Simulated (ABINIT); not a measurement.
**Run report: C, elastic calculation (part 1 of 4)**

- system: C (4 atoms in the cell)
- method: Kohn-Sham DFT of a periodic cell, PBE, PseudoDojo NC SR PBE v0.5 stringent, no spin polarisation (ABINIT 10.8.3)

The structure derives from an entry of the Crystallography Open Database.

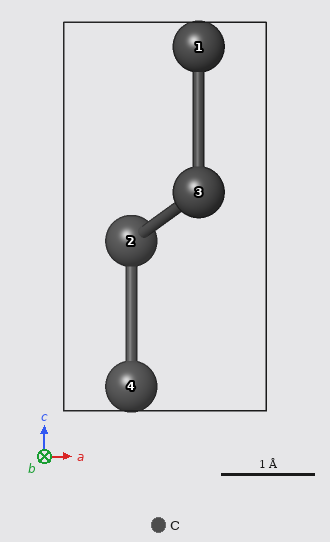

The structure as given in the input (ball-and-stick view of the cell of the calculation, along the b axis; atoms are numbered from 1 in the order of the input). An atom can appear more than once, as a periodic image. Near neighbours in the periodic cell (some may lie outside the picture): C has 4 C at 1.54 to 1.57 Å.

Key numbers

```csv
quantity,value
outcome,converged
space group (tolerance 0.01 Å),P6₃/mmc (194)
electrons treated,16
free energy,−655.0230 eV
Fermi energy,10.378 eV
pressure,0.00 GPa
largest force (length of the vector),under 0.001 eV/Å
"ε∞ (xx, yy, zz)","5.58, 5.58, 5.91"
Born charges (mean of the diagonal),all 4 C atoms (0.00 e)
hardware,"4 threads of Intel Xeon (Granite Rapids), 64 GiB of memory available, shared host"
wall time,2.7 min (CPU time 11 min)
peak memory,0.56 GiB
```

The input
```
# Datasets
ndtset 3

# Pseudopotentials
pp_dirpath "./"
pseudos "C.upf"

# Structure
acell 2.512369 2.512369002 4.18112451 Angstrom
rprim
     1.0000000000     0.0000000000     0.0000000000
    -0.4999999996     0.8660254040     0.0000000000
     0.0000000000     0.0000000000     1.0000000000
ntypat 1
znucl 6
natom 4
typat 1 1 1 1
chkprim 0
chksymtnons 0
tolsym 1.0e-6
xred
            2/3            1/3   0.9372648600
            1/3            2/3   0.4372648600
            2/3            1/3   0.5627351400
            1/3            2/3   0.0627351400

# Plane-wave basis
ecut 41.0
ecutsm 0.5

# k points
ngkpt 10 10 6
nshiftk 1
shiftk 0.0 0.0 0.5

# Exchange and correlation
ixc 11

# Bands and occupations
nband 8
occopt 1

# SCF cycle
nstep 80
diemac 6.0

# Output
prteig 0
prtebands 0
prtwf 0
prtden 0
prtpot 0

# Dataset 1: ground state
kptopt1 1
tolvrs1 1.0e-15
prtwf1 1

# Dataset 2: derivatives of the wave functions by k
iscf2 -3
rfelfd2 2
rfdir2 1 1 1
getwfk2 1
kptopt2 2
nqpt2 1
qpt2 0.0 0.0 0.0
tolwfr2 1.0e-18
prtwf2 1

# Dataset 3: response at q = 0 to electric field, atomic displacements, strain
rfelfd3 3
rfphon3 1
rfstrs3 3
rfatpol3 1 4
rfdir3 1 1 1
getwfk3 1
getddk3 2
kptopt3 2
nqpt3 1
qpt3 0.0 0.0 0.0
tolvrs3 1.0e-9
```

File mrgddb.in
```
merged_DDB
C
2
runo_DS1_DDB
runo_DS3_DDB
```

File anaddb.abi
```
ddb_filepath "merged_DDB"
output_file "anaddb.abo"
outdata_prefix "ana"
asr 2
chneut 1
dipdip 1
dieflag 3
enunit 0
elaflag 3
instrflag 1
piezoflag 3
eivec 0
nph1l 1
qph1l 0.0 0.0 0.0 1.0
nph2l 3
qph2l
  1.0 0.0 0.0 0.0
  0.0 1.0 0.0 0.0
  0.0 0.0 1.0 0.0
```

Run as:
```bash
mpirun --bind-to none -np 4 abinit run.abi > log 2>&1
mrgddb < mrgddb.in > mrgddb.log 2>&1
anaddb anaddb.abi > anaddb.log 2>&1
```

What the program printed
```
.Version 10.8.3 of ABINIT
 DATASET    1 : space group P6_3/m m c (#194); Bravais hP (primitive hexag.)
================================================================================
 Values of the parameters that define the memory need for DATASET  1.
     intxc =       0    ionmov =       0      iscf =       7    lmnmax =       4
     lnmax =       4     mgfft =      48  mpssoang =       2    mqgrid =    3001
     natom =       4  nloc_mem =       1    nspden =       1   nspinor =       1
    nsppol =       1      nsym =      24    n1xccc =    2501    ntypat =       1
    occopt =       1   xclevel =       2
       mpw =        1948          nfft =       43200          nkpt =          42
================================================================================
================================================================================

 DATASET    2 : space group P6_3/m m c (#194); Bravais hP (primitive hexag.)
================================================================================
 Values of the parameters that define the memory need for DATASET  2 (RF).
     intxc =       0      iscf =      -3    lmnmax =       4     lnmax =       4
     mgfft =      48  mpssoang =       2    mqgrid =    3001     natom =       4
  nloc_mem =       1    nspden =       1   nspinor =       1    nsppol =       1
      nsym =      24    n1xccc =    2501    ntypat =       1    occopt =       1
   xclevel =       2
      nfft =       43200          nkpt =         300
================================================================================
================================================================================

 DATASET    3 : space group P6_3/m m c (#194); Bravais hP (primitive hexag.)
================================================================================
 Values of the parameters that define the memory need for DATASET  3 (RF).
     intxc =       0      iscf =       7    lmnmax =       4     lnmax =       4
     mgfft =      48  mpssoang =       2    mqgrid =    3001     natom =       4
  nloc_mem =       1    nspden =       1   nspinor =       1    nsppol =       1
      nsym =      24    n1xccc =    2501    ntypat =       1    occopt =       1
   xclevel =       2
      nfft =       43200          nkpt =         300
================================================================================
================================================================================

--------------------------------------------------------------------------------
------------- Echo of variables that govern the present computation ------------
--------------------------------------------------------------------------------
 -outvars: echo values of preprocessed input variables --------
            acell      4.7476893372E+00  4.7476893410E+00  7.9011802222E+00 Bohr
              amu      1.20110000E+01
          chkprim           0
      chksymtnons           0
           diemac      6.00000000E+00
             ecut      4.10000000E+01 Hartree
           ecutsm      5.00000000E-01 Hartree
           getddk1          0
           getddk2          0
           getddk3          2
           getwfk1          0
           getwfk2          1
           getwfk3          1
             iscf1          7
             iscf2         -3
             iscf3          7
              ixc          11
           jdtset        1    2    3
                       outvar_i_n : Printing only first  50 k-points.
           kptopt1          1
           kptopt2          2
           kptopt3          2
         kptrlatt       10    0    0      0   10    0      0    0    6
          kptrlen      4.74070813E+01
            natom           4
            nband1          8
            nband2          8
            nband3          8
           ndtset           3
            ngfft          30      30      48
             nkpt1         42
             nkpt2        300
             nkpt3        300
             nqpt1          0
             nqpt2          1
             nqpt3          1
            nstep          80
             nsym          24
           ntypat           1
        optdriver1          0
        optdriver2          1
        optdriver3          1
           prtden           0
        prtebands           0
           prteig           0
            prtwf1          1
            prtwf2          1
            prtwf3          0
           rfelfd1          0
           rfelfd2          2
           rfelfd3          3
           rfphon1          0
           rfphon2          0
           rfphon3          1
           rfstrs1          0
           rfstrs2          0
           rfstrs3          3
            rprim      1.0000000000E+00  0.0000000000E+00  0.0000000000E+00
                      -4.9999999960E-01  8.6602540400E-01  0.0000000000E+00
                       0.0000000000E+00  0.0000000000E+00  1.0000000000E+00
           shiftk      0.00000000E+00  0.00000000E+00  5.00000000E-01
          spgroup         194
           tolsym      1.00000000E-06
           tolvrs1     1.00000000E-15
           tolvrs2     0.00000000E+00
           tolvrs3     1.00000000E-09
           tolwfr1     0.00000000E+00
           tolwfr2     1.00000000E-18
           tolwfr3     0.00000000E+00
            typat      1  1  1  1
                       outvars : Printing only first  50 k-points.
           xangst      1.2561845000E+00  7.2525845998E-01  3.9188210785E+00
                       3.2983788995E-12  1.4505169200E+00  1.8282588235E+00
                       1.2561845000E+00  7.2525845998E-01  2.3528656865E+00
                       3.2983788995E-12  1.4505169200E+00  2.6230343149E-01
            xcart      2.3738446686E+00  1.3705398599E+00  7.4054985748E+00
                       6.2330327796E-12  2.7410797197E+00  3.4549084637E+00
                       2.3738446686E+00  1.3705398599E+00  4.4462717585E+00
                       6.2330327796E-12  2.7410797197E+00  4.9568164741E-01
             xred      6.6666666667E-01  3.3333333333E-01  9.3726486000E-01
                       3.3333333333E-01  6.6666666667E-01  4.3726486000E-01
                       6.6666666667E-01  3.3333333333E-01  5.6273514000E-01
                       3.3333333333E-01  6.6666666667E-01  6.2735140000E-02
            znucl        6.00000

================================================================================

 chkinp: Checking input parameters for consistency, jdtset=   1.

 chkinp: Checking input parameters for consistency, jdtset=   2.

 chkinp: Checking input parameters for consistency, jdtset=   3.

================================================================================
== DATASET  1 ==================================================================

--- !DatasetInfo
iteration_state: {dtset: 1, }
dimensions: {natom: 4, nkpt: 42, mband: 8, nsppol: 1, nspinor: 1, nspden: 1, mpw: 1948, }
cutoff_energies: {ecut:  41.0, pawecutdg:  -1.0, }
electrons: {nelect:   1.60000000E+01, charge:   0.00000000E+00, occopt:   1.00000000E+00, tsmear:   1.00000000E-02, }
meta: {optdriver: 0, ionmov: 0, optcell: 0, iscf: 7, paral_kgb: 0, }
...

 Exchange-correlation functional for the present dataset will be:
  GGA: Perdew-Burke-Ernzerhof functional - ixc=11
  J.P.Perdew, K.Burke, M.Ernzerhof, PRL 77, 3865 (1996)

 Real(R)+Recip(G) space primitive vectors, cartesian coordinates (Bohr,Bohr^-1):
 R(1)=  4.7476893  0.0000000  0.0000000  G(1)=  0.2106288  0.1216066  0.0000000
 R(2)= -2.3738447  4.1116196  0.0000000  G(2)=  0.0000000  0.2432132  0.0000000
 R(3)=  0.0000000  0.0000000  7.9011802  G(3)=  0.0000000  0.0000000  0.1265634
 Unit cell volume ucvol=  1.5423651E+02 bohr^3
 Angles (23,13,12)=  9.00000000E+01  9.00000000E+01  1.20000000E+02 degrees

 getcut: wavevector=  0.0000  0.0000  0.0000  ngfft=  30  30  48
         ecut(hartree)=     41.000   => boxcut(ratio)=   2.10762

--- Pseudopotential description ------------------------------------------------
- pspini: atom type   1  psp file is ./C.upf
   6.00000   4.00000  171031                  znucl, zion, pspdat
12 -101130 1 -1 1248                          pspcod,pspxc,lmax,lloc,mmax
     nproj     2     2

   2.76061875E+02                                ecore*ucvol(ha*bohr**3)
--------------------------------------------------------------------------------

================================================================================

--- !BeginCycle
iteration_state: {dtset: 1, }
solver: {iscf: 7, nstep: 80, nline: 4, wfoptalg: 0, }
tolerances: {tolvrs: 1.00E-15, }
...

     iter   Etot(hartree)      deltaE(h)  residm     vres2
 ETOT  1  -24.037223753300    -2.404E+01 2.933E-01 7.685E+01
 ETOT  2  -24.071571551405    -3.435E-02 1.196E-04 5.211E-01
 ETOT  3  -24.071650692174    -7.914E-05 1.759E-05 5.694E-03
 ETOT  4  -24.071651138493    -4.463E-07 2.009E-07 1.081E-04
 ETOT  5  -24.071651145269    -6.776E-09 1.558E-08 1.703E-07
 ETOT  6  -24.071651145327    -5.779E-11 3.528E-10 7.296E-10
 ETOT  7  -24.071651145329    -1.467E-12 2.709E-11 8.458E-12
 ETOT  8  -24.071651145329    -2.629E-13 6.621E-13 5.640E-14
 ETOT  9  -24.071651145329    -3.553E-15 4.312E-14 1.915E-16

 At SCF step    9       vres2   =  1.91E-16 < tolvrs=  1.00E-15 =>converged.

 Cartesian components of stress tensor (hartree/bohr^3)
  sigma(1 1)=  2.25045302E-07  sigma(3 2)=  0.00000000E+00
  sigma(2 2)=  2.25021049E-07  sigma(3 1)=  0.00000000E+00
  sigma(3 3)= -6.27375546E-07  sigma(2 1)= -2.63905545E-14

--- !ResultsGS
iteration_state: {dtset: 1, }
comment   : Summary of ground state results
lattice_vectors:
- [  4.7476893,   0.0000000,   0.0000000, ]
- [ -2.3738447,   4.1116196,   0.0000000, ]
- [  0.0000000,   0.0000000,   7.9011802, ]
lattice_lengths: [   4.74769,    4.74769,    7.90118, ]
lattice_angles: [ 90.000,  90.000, 120.000, ] # degrees, (23, 13, 12)
lattice_volume:   1.5423651E+02
convergence: {deltae: -3.553E-15, res2:  1.915E-16, residm:  4.312E-14, diffor: null, }
etotal    :  -2.40716511E+01
entropy   :   0.00000000E+00
fermie    :   3.81381146E-01
cartesian_stress_tensor: # hartree/bohr^3
- [  2.25045302E-07,  -2.63905545E-14,   0.00000000E+00, ]
- [ -2.63905545E-14,   2.25021049E-07,   0.00000000E+00, ]
- [  0.00000000E+00,   0.00000000E+00,  -6.27375546E-07, ]
pressure_GPa:   1.7389E-03
xred      :
- [  6.6667E-01,   3.3333E-01,   9.3726E-01,  C]
- [  3.3333E-01,   6.6667E-01,   4.3726E-01,  C]
- [  6.6667E-01,   3.3333E-01,   5.6274E-01,  C]
- [  3.3333E-01,   6.6667E-01,   6.2735E-02,  C]
cartesian_forces: # hartree/bohr
- [  1.63338788E-26,   1.36216446E-26,   4.28925588E-06, ]
- [ -1.27041280E-26,  -1.99085575E-26,   4.28925588E-06, ]
- [  9.07437714E-27,   2.61954704E-26,  -4.28925588E-06, ]
- [ -1.27041280E-26,  -1.99085575E-26,  -4.28925588E-06, ]
force_length_stats: {min:   4.28925588E-06, max:   4.28925588E-06, mean:   4.28925588E-06, }
...

 Integrated electronic density in atomic spheres:
 ------------------------------------------------
 Atom  Sphere_radius  Integrated_density
    1        2.00000          4.65776624
    2        2.00000          4.65776624
    3        2.00000          4.65776624
    4        2.00000          4.65776624
================================================================================

 ----iterations are completed or convergence reached----

 Mean square residual over all n,k,spin=   21.722E-17; max=  43.121E-15
 reduced coordinates (array xred) for    4 atoms
       0.666666666667      0.333333333333      0.937264860000
       0.333333333333      0.666666666667      0.437264860000
       0.666666666667      0.333333333333      0.562735140000
       0.333333333333      0.666666666667      0.062735140000
 rms dE/dt=  1.9567E-05; max dE/dt=  3.3890E-05; dE/dt below (all hartree)
    1      -0.000000000000     -0.000000000000     -0.000033890184
    2       0.000000000000      0.000000000000     -0.000033890184
    3      -0.000000000000     -0.000000000000      0.000033890184
    4       0.000000000000      0.000000000000      0.000033890184

 cartesian coordinates (angstrom) at end:
    1      1.25618450000165     0.72525845998471     3.91882107850772
    2      0.00000000000330     1.45051691996942     1.82825882350772
    3      1.25618450000165     0.72525845998471     2.35286568649228
    4      0.00000000000330     1.45051691996942     0.26230343149228

 cartesian forces (hartree/bohr) at end:
    1      0.00000000000000     0.00000000000000     0.00000428925588
    2     -0.00000000000000    -0.00000000000000     0.00000428925588
    3      0.00000000000000     0.00000000000000    -0.00000428925588
    4     -0.00000000000000    -0.00000000000000    -0.00000428925588
 frms,max,avg= 2.4764030E-06 4.2892559E-06   0.000E+00  0.000E+00  0.000E+00 h/b

 cartesian forces (eV/Angstrom) at end:
    1      0.00000000000000     0.00000000000000     0.00022056240531
    2     -0.00000000000000    -0.00000000000000     0.00022056240531
    3      0.00000000000000     0.00000000000000    -0.00022056240531
    4     -0.00000000000000    -0.00000000000000    -0.00022056240531
 frms,max,avg= 1.2734176E-04 2.2056241E-04   0.000E+00  0.000E+00  0.000E+00 e/A
 length scales=  4.747689337221  4.747689341000  7.901180222220 bohr
              =  2.512369000000  2.512369002000  4.181124510000 angstroms
 Fermi (or HOMO) energy (hartree) =   0.38138   Average Vxc (hartree)=  -0.49208
 Eigenvalues (hartree) for nkpt=  42  k points:
 kpt#   1, nband=  8, wtk=  0.00333, kpt=  0.0000  0.0000  0.0833 (reduced coord)
  -0.41098   -0.22265   -0.09934    0.27314    0.27314    0.35502    0.38138    0.38138
 prteigrs : prtvol=0 or 1, do not print more k-points.

--- !EnergyTerms
iteration_state     : {dtset: 1, }
comment             : Components of total free energy in Hartree
kinetic             :  1.69020283387943E+01
hartree             :  1.97156597880592E+00
xc                  : -8.66866829252352E+00
Ewald energy        : -2.54776201660791E+01
psp_core            :  1.78986075879135E+00
local_psp           : -9.46688463190945E+00
non_local_psp       : -1.12193313120823E+00
total_energy        : -2.40716511453288E+01
total_energy_eV     : -6.55022996894053E+02
band_energy         :  7.31710402085872E-01
...

 Cartesian components of stress tensor (hartree/bohr^3)
  sigma(1 1)=  2.25045302E-07  sigma(3 2)=  0.00000000E+00
  sigma(2 2)=  2.25021049E-07  sigma(3 1)=  0.00000000E+00
  sigma(3 3)= -6.27375546E-07  sigma(2 1)= -2.63905545E-14

-Cartesian components of stress tensor (GPa)         [Pressure=  1.7389E-03 GPa]
- sigma(1 1)=  6.62106138E-03  sigma(3 2)=  0.00000000E+00
- sigma(2 2)=  6.62034781E-03  sigma(3 1)=  0.00000000E+00
- sigma(3 3)= -1.84580258E-02  sigma(2 1)= -7.76436920E-10

================================================================================
== DATASET  2 ==================================================================

--- !DatasetInfo
iteration_state: {dtset: 2, }
dimensions: {natom: 4, nkpt: 300, mband: 8, nsppol: 1, nspinor: 1, nspden: 1, mpw: 1948, }
cutoff_energies: {ecut:  41.0, pawecutdg:  -1.0, }
electrons: {nelect:   1.60000000E+01, charge:   0.00000000E+00, occopt:   1.00000000E+00, tsmear:   1.00000000E-02, }
meta: {optdriver: 1, rfelfd: 2, }
...

 mkfilename : getwfk/=0, take file _WFK from output of DATASET   1.

 Exchange-correlation functional for the present dataset will be:
  GGA: Perdew-Burke-Ernzerhof functional - ixc=11
  J.P.Perdew, K.Burke, M.Ernzerhof, PRL 77, 3865 (1996)

 Real(R)+Recip(G) space primitive vectors, cartesian coordinates (Bohr,Bohr^-1):
 R(1)=  4.7476893  0.0000000  0.0000000  G(1)=  0.2106288  0.1216066  0.0000000
 R(2)= -2.3738447  4.1116196  0.0000000  G(2)=  0.0000000  0.2432132  0.0000000
 R(3)=  0.0000000  0.0000000  7.9011802  G(3)=  0.0000000  0.0000000  0.1265634
 Unit cell volume ucvol=  1.5423651E+02 bohr^3
 Angles (23,13,12)=  9.00000000E+01  9.00000000E+01  1.20000000E+02 degrees
 setup1 : take into account q-point for computing boxcut.

 getcut: wavevector=  0.0000  0.0000  0.0000  ngfft=  30  30  48
         ecut(hartree)=     41.000   => boxcut(ratio)=   2.10762
```
